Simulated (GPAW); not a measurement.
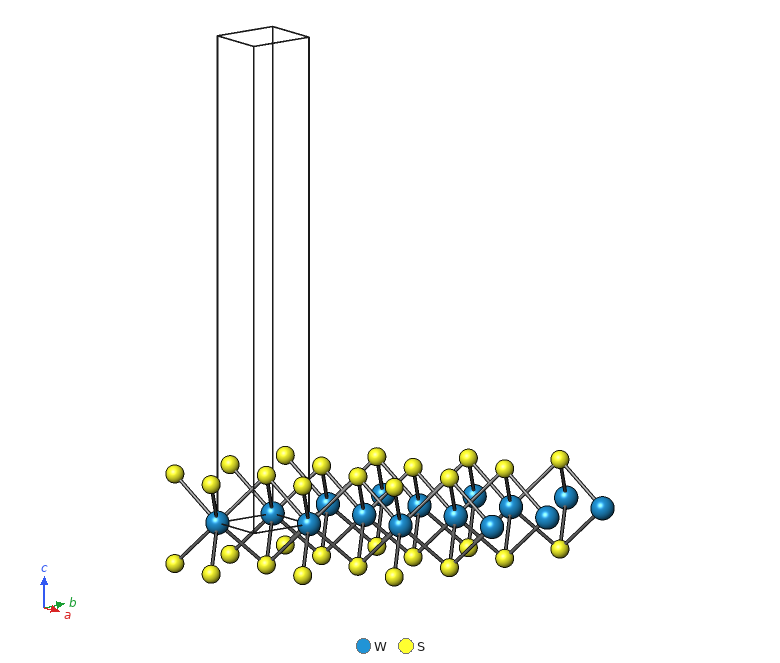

WS₂ (space group P-6m2, No. 187): a cell listed in the Materials Project, as set up for an electronic-structure calculation.

Bonds are taken as S–W below 2.7 Å; no other contact counts. Simplification: prune 0- and 1-connected atoms, fold 2-connected ones into links.

Question: What kind of net remains, and which atoms are its nodes?

Answer: A binodal (3,6)-connected, two-periodic (layers) net: S is a 3-connected node; W is a 6-connected node, in the ratio 2:1.

Question: Name the underlying net.

Answer: It is the net of the trigonal-prismatic layers of 2H-MoS2.

Question: How do the layers lie?

Answer: The layers lie parallel to (001).

Question: Give the first six terms of the coordination sequence (nodes one, two, three … edges away).

Answer: S: 3, 13, 9, 24, 15, 36; W: 6, 6, 18, 12, 30, 18.

The simplified net, drawn on the atoms' positions. Nodes are coloured by element. One layer is drawn. Edges to nodes outside the piece are drawn as stubs.

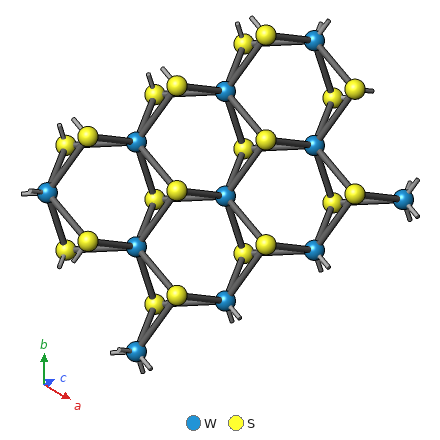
